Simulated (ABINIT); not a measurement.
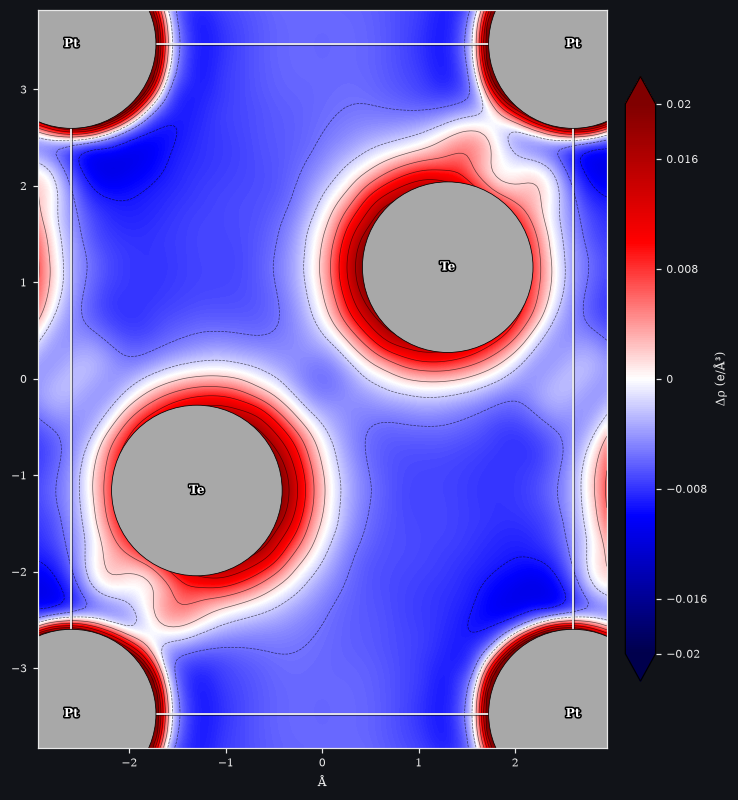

Te2Pt. Difference of the valence pseudo-densities of two functionals at the same geometry, on the (110) plane of the calculation cell: HCTH407 less PBEsol.

Both computed with ABINIT (plane waves, PAW), on the same k-point mesh. Grey discs cover the atomic cores.

```xyz
3
Lattice="4.0100 0.0000 0.0000 -2.0050 3.4728 0.0000 0.0000 0.0000 5.2010" Properties=species:S:1:pos:R:3 pbc="T T T"
Pt    0.0000    0.0000    0.0000
Te    2.0050    1.1576    3.9007
Te    0.0000    2.3152    1.3002
```

> What does the difference map show?

Against PBEsol, HCTH407 gives more density around Te (+0.008 e/Å³ on average at 1.0 Å from the nucleus) and less density in the space between the atoms (−0.006 e/Å³ on average).
